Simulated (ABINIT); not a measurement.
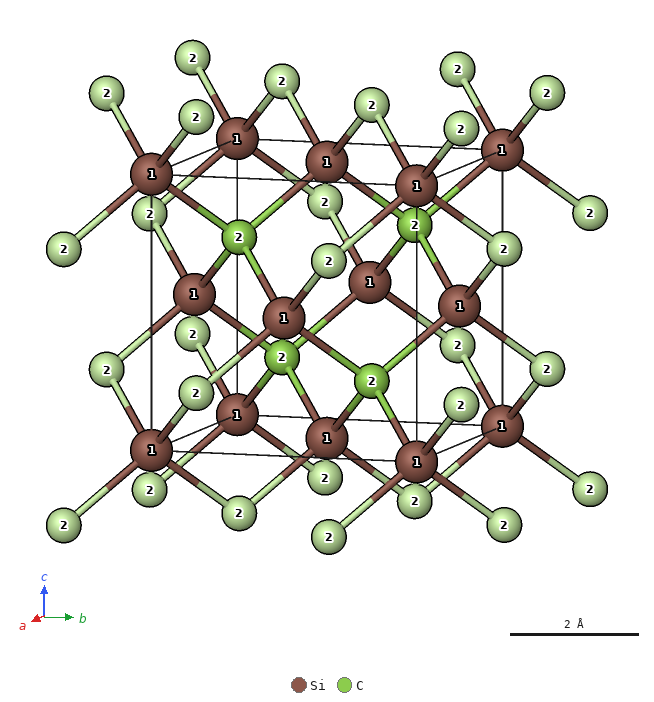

**Figure 1.** The input geometry (ball-and-stick view of the cell 4 times as large as that of the calculation, set on its symmetry axes, seen slightly off an axis; neighbours outside the cell are drawn fainter; atoms are numbered from 1 in the order of the input).

## Geometry relaxation, with input and output: SiC (part 1 of 2)

- system: SiC (F-43m, 2 atoms in the cell)
- method: Kohn-Sham DFT of a periodic cell, PBEsol, JTH PAW PBE v2.0, no spin polarisation (ABINIT 10.8.3)

The structure derives from an entry of the Crystallography Open Database.

## Input
```
# Pseudopotentials
pp_dirpath "./"
pseudos "Si.GGA_PBE-JTH.xml, C.GGA_PBE-JTH.xml"

# Structure
acell 5.8233258895 5.8233258895 5.8233258895
rprim
     0.0000000000     0.7071067812     0.7071067812
     0.7071067812     0.0000000000     0.7071067812
     0.7071067812     0.7071067812     0.0000000000
ntypat 2
znucl 14 6
natom 2
typat 1 2
chkprim 0
chksymtnons 0
tolsym 1.0e-6
xred
            0.0            0.0            0.0
            3/4            3/4            3/4

# Plane-wave basis
ecut 19.0
pawecutdg 38.0
ecutsm 0.5

# k points
kptopt 1
ngkpt 8 8 8
nshiftk 1
shiftk 0.0 0.0 0.0

# Exchange and correlation
ixc -116133

# Bands and occupations
nband 8
occopt 3
tsmear 0.00183747

# SCF cycle
nstep 80
tolvrs 1.0e-10

# Output
iomode 3
prteig 0
prtebands 0
prtwf 0
prtden 0

# Relaxation
ionmov 2
optcell 2
ntime 50
tolmxf 2.0e-5
dilatmx 1.08
```

Command:
```bash
abinit run.abi > log 2>&1
```

## Log
```
.Version 10.8.3 of ABINIT
 Symmetries : space group F-4 3 m (#216); Bravais cF (face-center cubic)
================================================================================
 Values of the parameters that define the memory need of the present run
     intxc =       0    ionmov =       2      iscf =      17    lmnmax =       8
     lnmax =       4     mgfft =      27  mpssoang =       2    mqgrid =    3001
     natom =       2  nloc_mem =       2    nspden =       1   nspinor =       1
    nsppol =       1      nsym =      24    n1xccc =       1    ntypat =       2
    occopt =       3   xclevel =       2
       mpw =         706          nfft =       19683          nkpt =          29
 PAW method is used; the additional fine FFT grid is defined by:
   mgfftf=        36    nfftf =     46656
================================================================================
================================================================================

--------------------------------------------------------------------------------
------------- Echo of variables that govern the present computation ------------
--------------------------------------------------------------------------------
 -outvars: echo values of preprocessed input variables --------
            acell      5.8233258895E+00  5.8233258895E+00  5.8233258895E+00 Bohr
              amu      2.80855000E+01  1.20110000E+01
          chkprim           0
      chksymtnons           0
          dilatmx      1.08000000E+00
             ecut      1.90000000E+01 Hartree
           ecutsm      5.00000000E-01 Hartree
           ionmov           2
              ixc     -116133
         kptrlatt        8    0    0      0    8    0      0    0    8
          kptrlen      4.65866071E+01
            natom           2
            nband           8
            ngfft          27      27      27
          ngfftdg          36      36      36
             nkpt          29
            nstep          80
             nsym          24
            ntime          50
           ntypat           2
           occopt           3
          optcell           2
        pawecutdg      3.80000000E+01 Hartree
         pawxcdev           0
           prtden           0
        prtebands           0
           prteig           0
            prtwf           0
            rprim      0.0000000000E+00  7.0710678120E-01  7.0710678120E-01
                       7.0710678120E-01  0.0000000000E+00  7.0710678120E-01
                       7.0710678120E-01  7.0710678120E-01  0.0000000000E+00
          spgroup         216
           tolmxf      2.00000000E-05
           tolsym      1.00000000E-06
           tolvrs      1.00000000E-10
           tsmear      1.83747000E-03 Hartree
            typat      1  2
           useylm           1
           xangst      0.0000000000E+00  0.0000000000E+00  0.0000000000E+00
                       3.2684999978E+00  3.2684999978E+00  3.2684999978E+00
            xcart      0.0000000000E+00  0.0000000000E+00  0.0000000000E+00
                       6.1765698384E+00  6.1765698384E+00  6.1765698384E+00
             xred      0.0000000000E+00  0.0000000000E+00  0.0000000000E+00
                       7.5000000000E-01  7.5000000000E-01  7.5000000000E-01
            znucl       14.00000    6.00000

================================================================================

 chkinp: Checking input parameters for consistency.

================================================================================
== DATASET  1 ==================================================================

--- !DatasetInfo
iteration_state: {dtset: 1, }
dimensions: {natom: 2, nkpt: 29, mband: 8, nsppol: 1, nspinor: 1, nspden: 1, mpw: 706, }
cutoff_energies: {ecut:  19.0, pawecutdg:  38.0, }
electrons: {nelect:   8.00000000E+00, charge:   0.00000000E+00, occopt:   3.00000000E+00, tsmear:   1.83747000E-03, }
meta: {optdriver: 0, ionmov: 2, optcell: 2, iscf: 17, paral_kgb: 0, }
...

 Real(R)+Recip(G) space primitive vectors, cartesian coordinates (Bohr,Bohr^-1):
 R(1)=  0.0000000  4.1177132  4.1177132  G(1)= -0.1214266  0.1214266  0.1214266
 R(2)=  4.1177132  0.0000000  4.1177132  G(2)=  0.1214266 -0.1214266  0.1214266
 R(3)=  4.1177132  4.1177132  0.0000000  G(3)=  0.1214266  0.1214266 -0.1214266
 Unit cell volume ucvol=  1.3963629E+02 bohr^3
 Angles (23,13,12)=  6.00000000E+01  6.00000000E+01  6.00000000E+01 degrees

 Coarse grid specifications (used for wave-functions):

 getcut: wavevector=  0.0000  0.0000  0.0000  ngfft=  27  27  27
         ecut(hartree)=     22.162   => boxcut(ratio)=   2.10998

 Fine grid specifications (used for densities):

 getcut: wavevector=  0.0000  0.0000  0.0000  ngfft=  36  36  36
         ecut(hartree)=     44.323   => boxcut(ratio)=   2.06277

--- Pseudopotential description ------------------------------------------------
- pspini: atom type   1  psp file is ./Si.GGA_PBE-JTH.xml
 Pseudopotential format is: paw10
 basis_size (lnmax)=  4 (lmn_size=  8), orbitals=   0   0   1   1
 Spheres core radius: rc_sph= 1.90944987
 Shapefunction is BESSEL type: shapef(r,l)=aa(1,l)*jl(q(1,l)*r)+aa(2,l)*jl(q(2,l)*r)
 Radius for shape functions =  1.60149249
 Compensation charge density is not taken into account in XC energy/potential

- pspini: atom type   2  psp file is ./C.GGA_PBE-JTH.xml
 Pseudopotential format is: paw10
 basis_size (lnmax)=  4 (lmn_size=  8), orbitals=   0   0   1   1
 Spheres core radius: rc_sph= 1.50736703
 Shapefunction is SIN type: shapef(r)=[sin(pi*r/rshp)/(pi*r/rshp)]**2
 Radius for shape functions =  1.30052589
 Compensation charge density is not taken into account in XC energy/potential

   7.28524040E+01                                ecore*ucvol(ha*bohr**3)
--------------------------------------------------------------------------------

================================================================================

=== [ionmov= 2] Broyden-Fletcher-Goldfarb-Shanno method (forces)
================================================================================

--- Iteration: ( 1/50) Internal Cycle: (1/1)
--------------------------------------------------------------------------------

---SELF-CONSISTENT-FIELD CONVERGENCE--------------------------------------------

--- !BeginCycle
iteration_state: {dtset: 1, itime: 1, icycle: 1, }
solver: {iscf: 17, nstep: 80, nline: 4, wfoptalg: 10, }
tolerances: {tolvrs: 1.00E-10, }
...

     iter   Etot(hartree)      deltaE(h)  residm     nres2
 ETOT  1  -9.7592510566078    -9.759E+00 2.696E-01 2.278E+01
 ETOT  2  -9.7319126931436     2.734E-02 5.744E-02 2.710E+00
 ETOT  3  -9.7289114824999     3.001E-03 3.042E-03 3.837E-01
 ETOT  4  -9.7287388493349     1.726E-04 1.665E-03 3.053E-03
 ETOT  5  -9.7287477133379    -8.864E-06 1.381E-03 3.814E-04
 ETOT  6  -9.7287503247672    -2.611E-06 2.835E-04 9.059E-06
 ETOT  7  -9.7287505884764    -2.637E-07 2.068E-04 4.648E-07
 ETOT  8  -9.7287506265927    -3.812E-08 3.683E-05 1.157E-07
 ETOT  9  -9.7287506344594    -7.867E-09 2.577E-05 2.141E-08
 ETOT 10  -9.7287506360729    -1.613E-09 4.537E-06 5.697E-09
 ETOT 11  -9.7287506364273    -3.544E-10 3.141E-06 3.545E-10
 ETOT 12  -9.7287506365118    -8.451E-11 7.562E-07 3.567E-10
 ETOT 13  -9.7287506365292    -1.738E-11 3.828E-07 6.333E-11

 At SCF step   13       nres2   =  6.33E-11 < tolvrs=  1.00E-10 =>converged.

 Cartesian components of stress tensor (hartree/bohr^3)
  sigma(1 1)=  1.98112961E-05  sigma(3 2)=  0.00000000E+00
  sigma(2 2)=  1.98112961E-05  sigma(3 1)=  0.00000000E+00
  sigma(3 3)=  1.98112961E-05  sigma(2 1)=  0.00000000E+00

--- !ResultsGS
iteration_state: {dtset: 1, itime: 1, icycle: 1, }
comment   : Summary of ground state results
lattice_vectors:
- [  0.0000000,   4.1177132,   4.1177132, ]
- [  4.1177132,   0.0000000,   4.1177132, ]
- [  4.1177132,   4.1177132,   0.0000000, ]
lattice_lengths: [   5.82333,    5.82333,    5.82333, ]
lattice_angles: [ 60.000,  60.000,  60.000, ] # degrees, (23, 13, 12)
lattice_volume:   1.3963629E+02
convergence: {deltae: -1.738E-11, res2:  6.333E-11, residm:  3.828E-07, diffor: null, }
etotal    :  -9.72875064E+00
entropy   :   0.00000000E+00
fermie    :   3.05845545E-01
cartesian_stress_tensor: # hartree/bohr^3
- [  1.98112961E-05,   0.00000000E+00,   0.00000000E+00, ]
- [  0.00000000E+00,   1.98112961E-05,   0.00000000E+00, ]
- [  0.00000000E+00,   0.00000000E+00,   1.98112961E-05, ]
pressure_GPa:  -5.8287E-01
xred      :
- [  0.0000E+00,   0.0000E+00,   0.0000E+00, Si]
- [  7.5000E-01,   7.5000E-01,   7.5000E-01,  C]
cartesian_forces: # hartree/bohr
- [ -0.00000000E+00,  -0.00000000E+00,  -0.00000000E+00, ]
- [ -0.00000000E+00,  -0.00000000E+00,  -0.00000000E+00, ]
force_length_stats: {min:   0.00000000E+00, max:   0.00000000E+00, mean:   0.00000000E+00, }
...

 Integrated electronic density in atomic spheres:
 ------------------------------------------------
 Atom  Sphere_radius  Integrated_density
    1        1.90945          1.69035181
    2        1.50737          2.54969021

---OUTPUT-----------------------------------------------------------------------

 Cartesian coordinates (xcart) [bohr]
  0.00000000000000E+00  0.00000000000000E+00  0.00000000000000E+00
  6.17656983840446E+00  6.17656983840446E+00  6.17656983840446E+00
 Reduced coordinates (xred)
  0.00000000000000E+00  0.00000000000000E+00  0.00000000000000E+00
  7.50000000000000E-01  7.50000000000000E-01  7.50000000000000E-01
 Cartesian forces (fcart) [Ha/bohr]; max,rms= 0.00000E+00 0.00000E+00 (free atoms)
 -0.00000000000000E+00 -0.00000000000000E+00 -0.00000000000000E+00
 -0.00000000000000E+00 -0.00000000000000E+00 -0.00000000000000E+00
 Gradient of E wrt nuclear positions in reduced coordinates (gred)
  0.00000000000000E+00  0.00000000000000E+00  0.00000000000000E+00
  0.00000000000000E+00  0.00000000000000E+00  0.00000000000000E+00
 Scale of Primitive Cell (acell) [bohr]
  5.82332588950000E+00  5.82332588950000E+00  5.82332588950000E+00
 Real space primitive translations (rprimd) [bohr]
  0.00000000000000E+00  4.11771322560297E+00  4.11771322560297E+00
  4.11771322560297E+00  0.00000000000000E+00  4.11771322560297E+00
  4.11771322560297E+00  4.11771322560297E+00  0.00000000000000E+00
 Unitary Cell Volume (ucvol) [Bohr^3]=  1.39636285505348E+02
 Angles (23,13,12)= [degrees]
  6.00000000000000E+01  6.00000000000000E+01  6.00000000000000E+01
 Lengths [Bohr]
  5.82332588961079E+00  5.82332588961079E+00  5.82332588961079E+00
 Stress tensor in cartesian coordinates (strten) [Ha/bohr^3]
  1.98112961190770E-05  0.00000000000000E+00  0.00000000000000E+00
  0.00000000000000E+00  1.98112961190765E-05  0.00000000000000E+00
  0.00000000000000E+00  0.00000000000000E+00  1.98112961190761E-05
 Total energy (etotal) [Ha]= -9.72875063652919E+00

--- Iteration: ( 2/50) Internal Cycle: (1/1)
--------------------------------------------------------------------------------

---SELF-CONSISTENT-FIELD CONVERGENCE--------------------------------------------

--- !BeginCycle
iteration_state: {dtset: 1, itime: 2, icycle: 1, }
solver: {iscf: 17, nstep: 80, nline: 4, wfoptalg: 10, }
tolerances: {tolvrs: 1.00E-10, }
...

     iter   Etot(hartree)      deltaE(h)  residm     nres2
 ETOT  1  -9.7287565961217    -9.729E+00 3.367E-07 1.752E-03
 ETOT  2  -9.7287542506608     2.345E-06 5.909E-08 1.930E-04
 ETOT  3  -9.7287539001614     3.505E-07 1.819E-08 6.898E-06
 ETOT  4  -9.7287539037459    -3.584E-09 6.048E-09 4.247E-07
 ETOT  5  -9.7287539043892    -6.433E-10 3.630E-10 3.444E-08
 ETOT  6  -9.7287539044627    -7.350E-11 3.738E-10 8.963E-10
 ETOT  7  -9.7287539044726    -9.878E-12 7.055E-11 8.146E-11

 At SCF step    7       nres2   =  8.15E-11 < tolvrs=  1.00E-10 =>converged.
```
